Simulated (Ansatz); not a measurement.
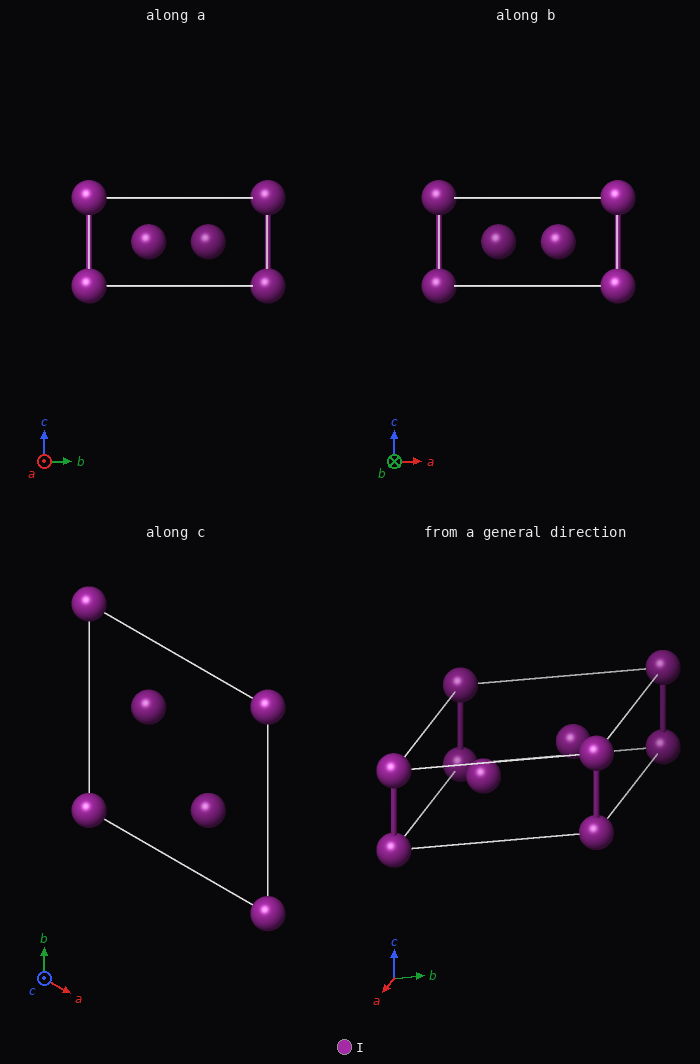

This ball-and-stick model is shown along the a axis, along the b axis, along the c axis and from a general direction. The parallelepiped is the conventional unit cell.

Bonding distances used: I–I up to 3.22 Å (cut-off distances).

**How many atoms does the cell contain?**

3 (iodine), counting shared atoms by their share.

**To which lattice type does it belong?**

Primitive hexagonal.

**Determine the space group.**

P6/mmm (No. 191), with I on 1a and I on 2d.

**In how many dimensions do the bonds extend?**

The bonds build I chains along [001].

Origin of the cell: a textbook structure type filled with this element (whether it is the usual form wasn't checked). Earlier steps of the study may have refined or changed the cell and positions. It was set up as input for a calculation with Ansatz.
